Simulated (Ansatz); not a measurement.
System: TiAl₃.

```
Ti Al
1.0
     3.30825   -3.30825    0.00000
     0.00000    3.30825   -3.30825
     5.62403    5.62403    5.62403
Ti Al
3 9
Direct
  0.00000 0.00000 0.00000
  0.66667 0.33333 0.33333
  0.33333 0.66667 0.66667
  0.50000 0.00000 0.00000
  0.16667 0.33333 0.33333
  0.83333 0.66667 0.66667
  0.50000 0.50000 0.00000
  0.16667 0.83333 0.33333
  0.83333 0.16667 0.66667
  0.00000 0.50000 0.00000
  0.66667 0.83333 0.33333
  0.33333 0.16667 0.66667
```

Space group R-3m; a structure from a database of computed crystals, not necessarily the ambient phase; computed pressure about 47 GPa in this cell; computed without spin polarisation.

Computed with DFT PBEsol, scalar-relativistic, plane waves, PAW in Ansatz 0.2.0.

Question: What can the converged valence pseudo-density and electron localisation function tell about the bonding?

Answer: Ti–Al (2.34 Å): the density is about 0.44 e/Å³ at the midpoint; the ELF is about 0.40 at the midpoint.
Al–Al (2.34 Å): ρ is about 0.4 e/Å³ halfway; the ELF peaks at about 0.85 between the atoms.

Question: Does the calculation make it a metal, or give it a gap?

Answer: It is metallic or semimetallic at this level of theory: no gap opens.

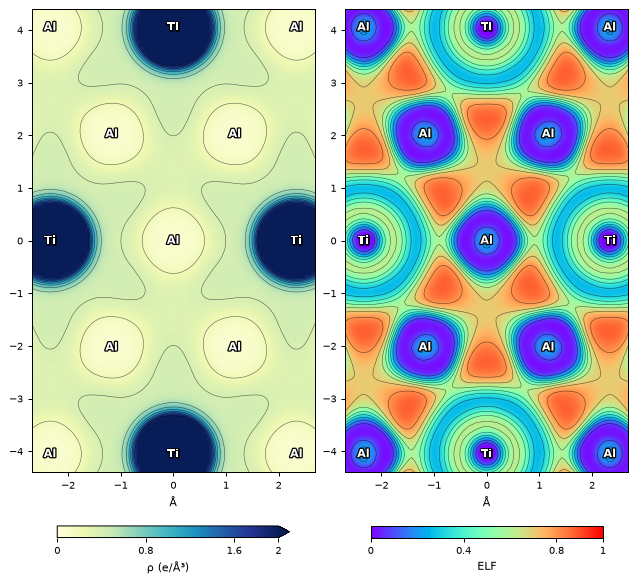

Computed valence pseudo-density and electron localisation function on the (001) plane of the conventional cell, in this order. 

Core electrons are frozen (PAW), and the valence fields are smoothed inside the atomic spheres.
